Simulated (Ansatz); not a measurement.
## Electronic structure of CsPbCl3 in real space

The calculation's input:

```
crystal:
  lattice:
    - [5.6186531764, 0.0, 0.0]
    - [0.0, 5.6186531764, 0.0]
    - [0.0, 0.0, 5.6186531764]
  atoms:
    - { symbol: Cs, position: [0.0, 0.0, 0.0] }
    - { symbol: Pb, position: [0.5, 0.5, 0.5] }
    - { symbol: Cl, position: [0.5, 0.5, 0.0] }
    - { symbol: Cl, position: [0.0, 0.5, 0.5] }
    - { symbol: Cl, position: [0.5, 0.0, 0.5] }
basis:
  ecutwfc: 420
kpoints:
  mp_grid: { grid: [6, 6, 6] }
  band_path:
    path:
      - [[0.0, 0.0, 0.0], [0.0, 0.5, 0.0], [0.5, 0.5, 0.0], [0.0, 0.0, 0.0], [0.5, 0.5, 0.5], [0.0, 0.5, 0.0]]
      - [[0.5, 0.5, 0.5], [0.5, 0.5, 0.0]]
    npoints: 14
hamiltonian:
  xc: pbesol
scf:
  occupations: { method: gaussian, width: 0.02 }
  n_extra_bands: 12
output:
  forces: true
  stress: true
  eigenvalues: true
  populations: true
  dos: { projected: true, de: 0.02, nscf_kmesh: { grid: [9, 9, 9] } }
  bader: true
  write_density: true
  write_potential: true
  elf: true
  volumetric_format: npy
```

Command:

```sh
ansatz run input.yaml --threads 2 --pin off --max-ram 5120MiB --backend cpu --events-out ev --progress --plain --runs-dir out
```

Below, planes, directions and counts refer to the conventional cell (a = 5.62 Å, b = 5.62 Å, c = 5.62 Å, α = 90.00°, β = 90.00°, γ = 90.00°).

Space group Pm-3m.

All numbers below come from Ansatz 0.2.0, DFT PBEsol, scalar-relativistic, plane waves, PAW.

The density is the valence pseudo-density of a PAW calculation; it isn't the true density close to the nuclei.

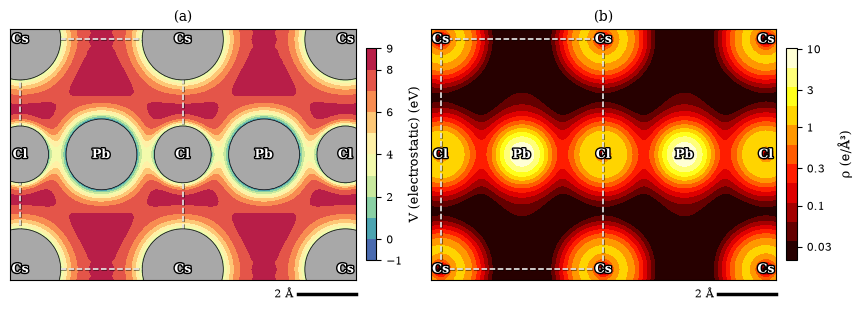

Figure 1. (a) electrostatic potential (local pseudopotential plus Hartree) felt by an electron; (b) valence charge density (pseudo) on the (101̄) plane of the conventional cell. Grey discs cover the atomic cores in the potential map.

### What do the fields say about this system?

- Atoms in the plane: Cs, Pb and Cl.
- Pb–Cl (2.81 Å): ρ is about 0.26 e/Å³ halfway.
- Cs–Cl (3.97 Å): the density is about 0.03 e/Å³ at the midpoint.
- Between the atoms the lowest density in this plane is 0.003 e/Å³.
- Outside the cores the potential energy rises away from the atoms and is highest about 2.1 Å from the nearest atoms; its zero is arbitrary.

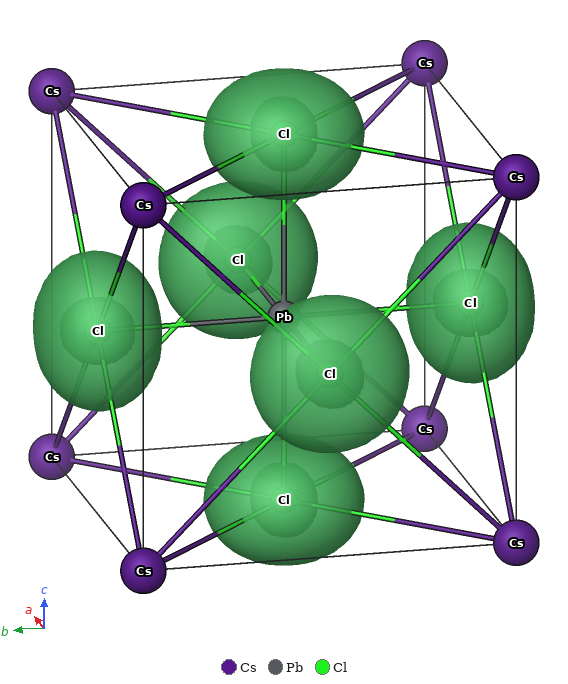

Figure 2. Isosurface of the ELF at 0.8 (green), seen at an oblique angle. Core shells and regions of very low density are left out. Sticks mark near contacts.

### Describe the localisation domains.

The ELF exceeds this value in three regions wrapped around Cl (the valence shell of each), counted in one cell of 5 atoms. Any copies at cell faces, edges or corners count once. Along the contacts the grid gives the following. Pb–Cl (2.81 Å): the ELF peaks at about 0.85 in the valence shell of Cl, 0.8 Å from its nucleus, and drops to about 0.20 between the two atoms. Cs–Cl (3.97 Å): the ELF is about 0 at the midpoint (a largely ionic contact).

### Metal or insulator at this level of theory?

It is gapped, with a Kohn–Sham gap of 1.8 eV on the k-point mesh, an upper bound to the gap of this method.

### How much charge does the calculation move between the atoms?

Electrons move from Cs and Pb towards Cl. Bader charges: Cs +0.89, Pb +1.23 and Cl −0.71 e.
